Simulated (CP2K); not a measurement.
**Energy of Rh along an even scaling of the cell**

System: Rh (P6₃/mmc, 2 atoms in the cell).
Method: Kohn-Sham DFT of a periodic cell, PBE, GTH-PBE with UZH-TZVP basis, no spin polarisation (CP2K 2026.2).

The 6 runs differ only in the geometry, by an even scaling of the cell at fixed fractional positions. The structure derives from a Materials Project entry.

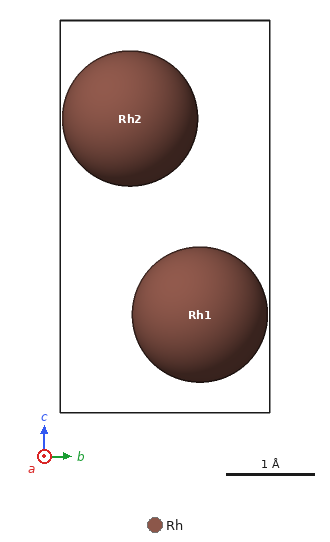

Figure 1. The structure of run 4 (spheres-only view of the cell of the calculation, along the a axis; atoms are numbered from 1 in the order of the input).

## Input of run 4
```
&GLOBAL
  PROJECT rh_eos
  RUN_TYPE ENERGY_FORCE
  PRINT_LEVEL LOW
&END GLOBAL
&FORCE_EVAL
  METHOD QS
  STRESS_TENSOR ANALYTICAL
  &DFT
    BASIS_SET_FILE_NAME BASIS_MOLOPT_UZH
    POTENTIAL_FILE_NAME POTENTIAL_UZH
    WFN_RESTART_FILE_NAME previous-RESTART.kp
    &MGRID
      CUTOFF 450
      REL_CUTOFF 60
      NGRIDS 4
    &END MGRID
    &QS
      METHOD GPW
      EPS_DEFAULT 1.0E-10
    &END QS
    &KPOINTS
      SCHEME MONKHORST-PACK 11 11 6
      GAMMA_CENTERED T
      SYMMETRY T
      SYMMETRY_BACKEND SPGLIB
    &END KPOINTS
    &SCF
      SCF_GUESS RESTART
      EPS_SCF 1.0E-6
      MAX_SCF 100
      ADDED_MOS 16
      CHOLESKY OFF
      EPS_EIGVAL 1.0E-7
      &DIAGONALIZATION ON
        ALGORITHM STANDARD
      &END DIAGONALIZATION
      &MIXING ON
        METHOD BROYDEN_MIXING
        ALPHA 0.4
        BETA 1.5
        NBUFFER 8
      &END MIXING
      &SMEAR ON
        METHOD FERMI_DIRAC
        ELECTRONIC_TEMPERATURE [K] 580.226
      &END SMEAR
    &END SCF
    &XC
      &XC_FUNCTIONAL
        &GGA_X_PBE
        &END GGA_X_PBE
        &GGA_C_PBE
        &END GGA_C_PBE
      &END XC_FUNCTIONAL
    &END XC
    &PRINT
      &KPOINTS ON
      &END KPOINTS
      &MULLIKEN ON
      &END MULLIKEN
      &MO ON
        ENERGIES T
        OCCUPATION_NUMBERS T
        &EACH
          QS_SCF 0
        &END EACH
        ADD_LAST NUMERIC
      &END MO
    &END PRINT
  &END DFT
  &SUBSYS
    &CELL
      A 2.7490655232 0.0000000000 0.0000000000
      B -1.3745327616 2.3807605798 0.0000000000
      C 0.0000000000 0.0000000000 4.4578175964
      PERIODIC XYZ
    &END CELL
    &COORD
      SCALED
      Rh  0.3333333333 0.6666666667 0.2500000000
      Rh  0.6666666667 0.3333333333 0.7500000000
    &END COORD
    &KIND Rh
      BASIS_SET TZVP-MOLOPT-PBE-GTH-q17
      POTENTIAL GTH-PBE-q17
    &END KIND
    &PRINT
      &ATOMIC_COORDINATES ON
      &END ATOMIC_COORDINATES
      &CELL ON
      &END CELL
    &END PRINT
  &END SUBSYS
  &PRINT
    &FORCES ON
    &END FORCES
    &STRESS_TENSOR ON
    &END STRESS_TENSOR
  &END PRINT
&END FORCE_EVAL
```

Command:
```bash
OMP_NUM_THREADS=1 cp2k.psmp -i rh_eos.inp -o rh_eos.out
```

Lattice vectors (Å) and fractional positions of run 4:
```
   2.749066    0.000000    0.000000
  -1.374533    2.380761    0.000000
   0.000000    0.000000    4.457818
Rh  0.333333  0.666667  0.250000
Rh  0.666667  0.333333  0.750000
```

Run 2 differs from it as follows:
```diff
-      A 2.7490655232 0.0000000000 0.0000000000
-      B -1.3745327616 2.3807605798 0.0000000000
-      C 0.0000000000 0.0000000000 4.4578175964
+      A 2.6940693954 0.0000000000 0.0000000000
+      B -1.3470346977 2.3331325361 0.0000000000
+      C 0.0000000000 0.0000000000 4.3686372171
```

## Results, with one run withheld

| run | volume per atom (Å³) | free energy per atom, from the lowest run given (meV) | pressure (GPa) |
| --- | --- | --- | --- |
| 1 | 13.444 | 34.97 | 16.46 |
| 2 | 13.730 | ? | ? |
| 3 | 14.016 | 0.00 | 3.66 |
| 4 | 14.588 | 5.48 | −6.31 |
| 5 | 14.874 | 20.51 | −10.44 |
| 6 | 15.160 | 42.45 | −14.06 |

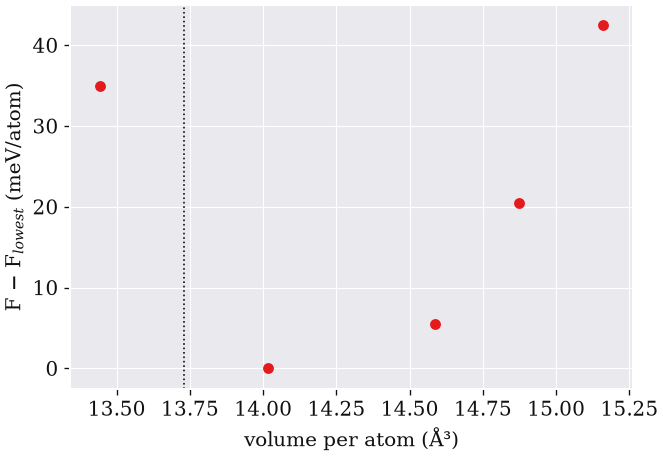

Figure 2. Free energy per atom of the runs given; the dotted line marks run 2.

What should run 2 give?

A cubic polynomial in V^(−2/3) (the Birch–Murnaghan form), fitted to the 5 runs given, misses them by under 0.01 meV per atom. With x = V^(−2/3) − 0.16900 Å⁻², it reads F = −0.31712 − 2552.3 x + 8.6973e+05 x² + 3.1518e+06 x³ (meV per atom). At run 2 it gives 11.78 meV per atom, and the run itself gives 11.78. The slope of the fit gives a pressure −dF/dV of 9.66 GPa there, and the run prints 9.66 GPa. The fit has its minimum at 14.210 Å³ per atom, where V d²F/dV² gives 257 GPa. Cell shape and fractional positions are held, so this is the stiffness under even scaling; the relaxed bulk modulus wasn't computed.

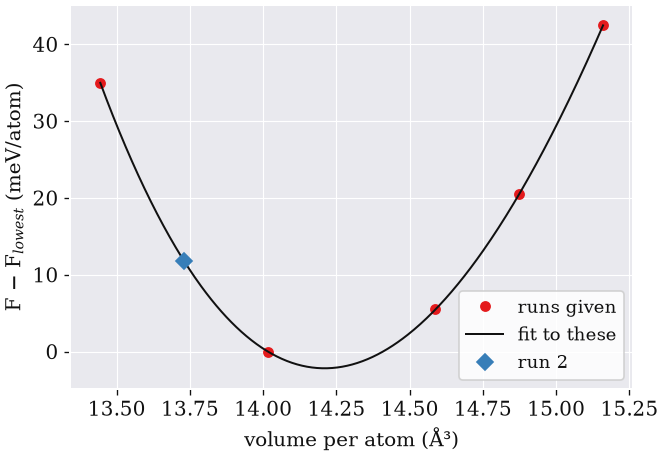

Figure 3. The fit and the withheld run.

## Some lines of the output (run 2)
```
[...]
 CELL| Volume [angstrom^3]:                                            27.459598
 CELL_REF| Volume [angstrom^3]:                                        27.459598
                        Smear method:                                FERMI_DIRAC
  Step     Update method      Time    Convergence         Total energy    Change
  Fermi energy:                                                 0.65622487007659
  Total energy:                                              -219.08763415974337
  Total energy (extrapolated to T->0):                       -219.08712173032512
 MO| E(Fermi):            0.656225 a.u.         17.856787 eV
```
